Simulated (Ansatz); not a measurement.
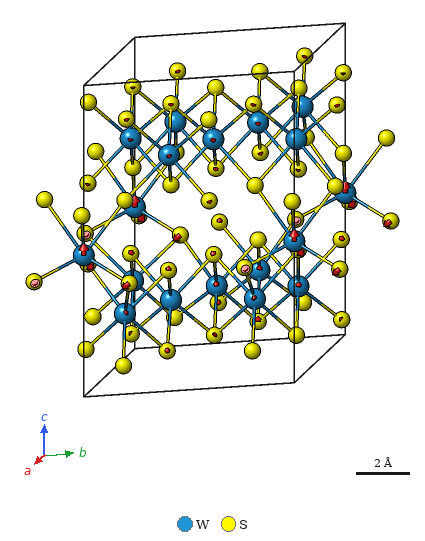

A relaxation of a defect cell of composition W15S28 (cell charge +2). The starting structure is drawn; red arrows show the displacements, magnified 10 times.

The picture is a ball-and-stick view of the cell of the calculation, seen slightly off an axis.

Case: W interstitial, charge +2, atoms relaxed at the host's cell.

Theory: DFT PBE+D3(BJ), scalar-relativistic, plane waves, PAW in Ansatz 0.2.0. Settings: plane-wave cutoff 420 eV; k-point mesh 2 × 2 × 2; occupations gaussian; smearing width 0.01 eV; no spin polarisation; atoms relaxed in a fixed cell; force threshold 0.025 eV/Å; at most 45 steps.

**Atoms of which element are displaced furthest, and by how much?**

Tungsten: up to 0.053 Å, against 0.038 Å for sulfur.

**What happened in the run?**

The energy falls by 39.7 meV per cell of the calculation in 5 geometry steps. The largest force component goes from 0.52 to 0.014 eV/Å. The largest move is that of a W atom, 0.053 Å along +c. By element the largest moves are W 0.053 Å, S 0.038 Å. The cell stays as it was. Among the contacts that change: W–W 3.034 → 3.077 Å, S–W 2.632 → 2.591 Å, S–W 2.508 → 2.469 Å, W–W 3.061 → 3.085 Å. Bond angles that change, for instance: W–S–W 152.8° → 155.5°, S–W–S 153.4° → 156.1°, S–W–S 107.5° → 105.4°. The run took 100 s on 4 threads of Arm Neoverse V2 (shared host), peak memory 3.2 GiB.

Limits of the set-up: the periodic images lie only 8.3 Å apart, so the values are limited by the cell's size; the cell is charged, on a uniform background, and energies carry no finite-size correction.
